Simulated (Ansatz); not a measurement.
A structure file:

```
Se
1.0
     2.78854    0.00000    0.00000
     0.00000    8.07801    0.00000
     0.00000    0.00000    4.61343
Se
4
Direct
  0.00000 0.06434 0.75000
  0.50000 0.43566 0.25000
  0.50000 0.56434 0.75000
  0.00000 0.93566 0.25000
```

Say what kind of structure these coordinates give.

The element is selenium. Space group: Cmcm (No. 63). Lattice: base-centred orthorhombic. The cell holds four atoms. Coordination numbers (contacts within bonding distance): Se 2.

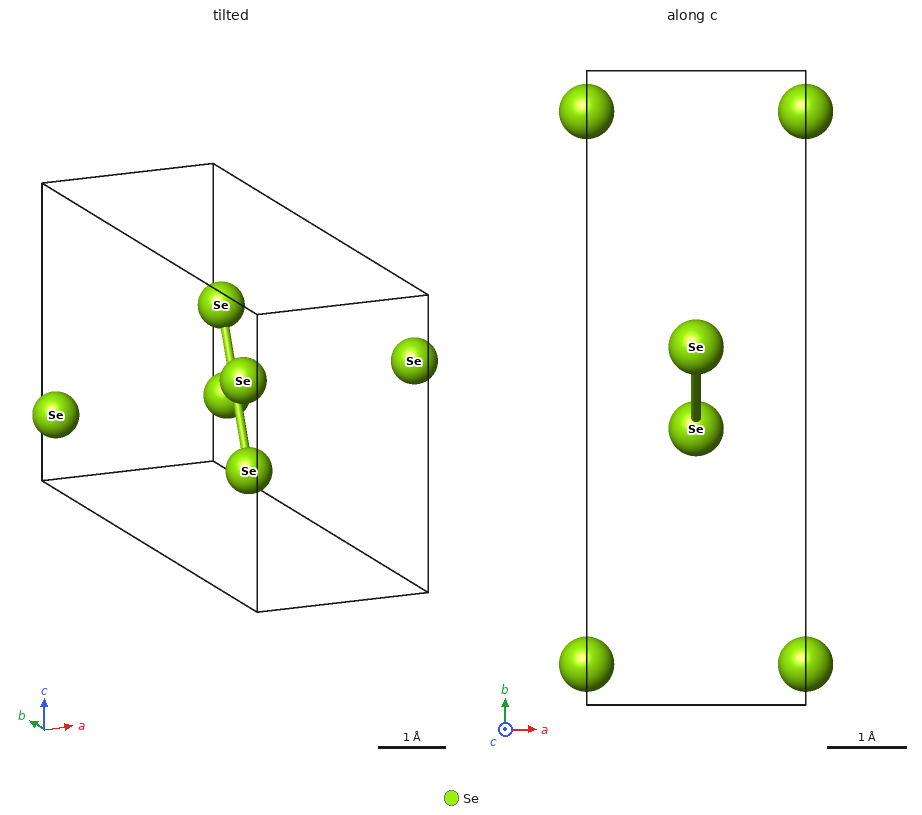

Crystal structure, ball-and-stick style, seen slightly off an axis and along the c axis. Lines trace the edges of the conventional unit cell.

Provenance: a structure listed in the Materials Project. Earlier steps of the study may have refined or changed the cell and positions. It went into a calculation with Ansatz.
